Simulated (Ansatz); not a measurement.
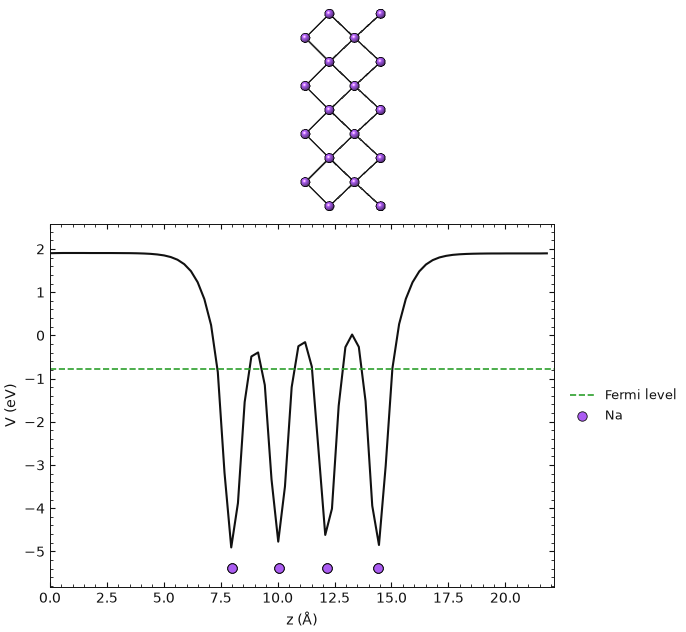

Plane-averaged electrostatic potential energy of an electron across the slab; circles at the bottom mark the heights of the atoms (positions after relaxation). The structure is drawn too.

The Ansatz input:

```
crystal:
  lattice:
    - [8.1558973628, 0.0, 0.0]
    - [0.0, 8.1558973628, 0.0]
    - [0.0, 0.0, 22.1169230221]
  atoms:
    - { symbol: Na, position: [0.25, 0.75, 0.3617139686] }
    - { symbol: Na, position: [0.25, 0.25, 0.3617139686] }
    - { symbol: Na, position: [0.75, 0.75, 0.3617139686] }
    - { symbol: Na, position: [0.75, 0.25, 0.3617139686] }
    - { symbol: Na, position: [0.5, 0.5, 0.4539046562] }
    - { symbol: Na, position: [0.5, 0.0, 0.4539046562] }
    - { symbol: Na, position: [0.0, 0.5, 0.4539046562] }
    - { symbol: Na, position: [0.0, 0.0, 0.4539046562] }
    - { symbol: Na, position: [0.75, 0.25, 0.5460953438] }
    - { symbol: Na, position: [0.75, 0.75, 0.5460953438] }
    - { symbol: Na, position: [0.25, 0.25, 0.5460953438] }
    - { symbol: Na, position: [0.25, 0.75, 0.5460953438] }
    - { symbol: Na, position: [0.0, 0.0, 0.6382860314] }
    - { symbol: Na, position: [0.0, 0.5, 0.6382860314] }
    - { symbol: Na, position: [0.5, 0.0, 0.6382860314] }
    - { symbol: Na, position: [0.5, 0.5, 0.6382860314] }
basis:
  ecutwfc: 420
kpoints:
  mp_grid: { grid: [3, 3, 1] }
hamiltonian:
  xc: pbe
  dispersion: d3bj
scf:
  occupations: { method: gaussian, width: 0.1 }
output:
  forces: true
  eigenvalues: true
  write_density: true
  write_potential: true
  elf: true
  volumetric_format: npy
relax:
  adjacent_minimum: "off"
  f_tol: 0.03
  max_steps: 70
  constraints: [{ sites: [0, 1, 2, 3, 4, 5, 6, 7] }]
efield:
  axis: 3
  dipole_correction: true
  ramp_width: 0.04
```

Run as:
```bash
ansatz run input.yaml --threads 4 --pin off --max-ram 10240MiB --backend cpu --events-out ev --progress --plain --runs-dir out
```

**Read off the work function of each face.**

The work function is 2.68 eV, the same on both faces. The two vacuum levels agree, so the slab has no net dipole along its normal.

**How thick are slab and vacuum?**

The outermost atoms are 6.4 Å apart, which leaves 15.7 Å of vacuum in a cell 22.1 Å high.
